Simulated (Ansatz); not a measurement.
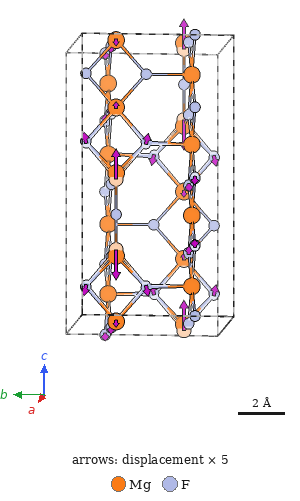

A relaxation of a defect cell of composition Mg8F15 (cell charge +1) (started half-way along a vacancy jump, in the symmetry of that start). The starting structure is drawn faded, the final one solid; purple arrows show the displacements, 5 times their true length.

Style: ball-and-stick. Shown: the conventional cell (2 times the calculation's cell) (origin shifted), from a free direction. Lengths and directions refer to the drawn axes.

Level of theory: DFT PBE, scalar-relativistic, plane waves, PAW in Ansatz. Settings: plane-wave cutoff 420 eV; k-point mesh 4 × 4 × 4; occupations gaussian; smearing width 0.05 eV; no spin polarisation; atoms relaxed in a fixed cell; force threshold 0.02 eV/Å; at most 60 steps.

> Atoms of which element are displaced furthest, and by how much?

Magnesium: up to 0.28 Å, against 0.11 Å for fluorine.

> What did the optimiser do to the structure, and how much energy did it gain?

The largest moves, 0.28 Å, are those of Mg atoms. By element the largest moves are Mg 0.28 Å, F 0.11 Å. The lattice vectors keep their values. Among the contacts that change: F–Mg 1.546 → 1.821 Å, F–Mg 2.023 → 1.913 Å, F–Mg 2.023 → 1.939 Å, F–Mg 2.023 → 2.072 Å. Among the angles between lasting bonds that change: F–Mg–F 180.0° → 167.3°, F–Mg–F 80.3° → 88.0°, F–Mg–F 90.0° → 83.6°. After 5 geometry steps the energy has fallen by 2.528 eV per cell of the calculation. Largest force component: 11 eV/Å at the start, 0.0023 eV/Å at the end. The run took 58 s on 4 threads of Arm Neoverse V2 (shared host), peak memory 1.1 GiB.

Limits of the set-up: the periodic images lie only 6.6 Å apart, so the values are limited by the cell's size; the cell is charged, on a uniform background, and energies carry no finite-size correction.
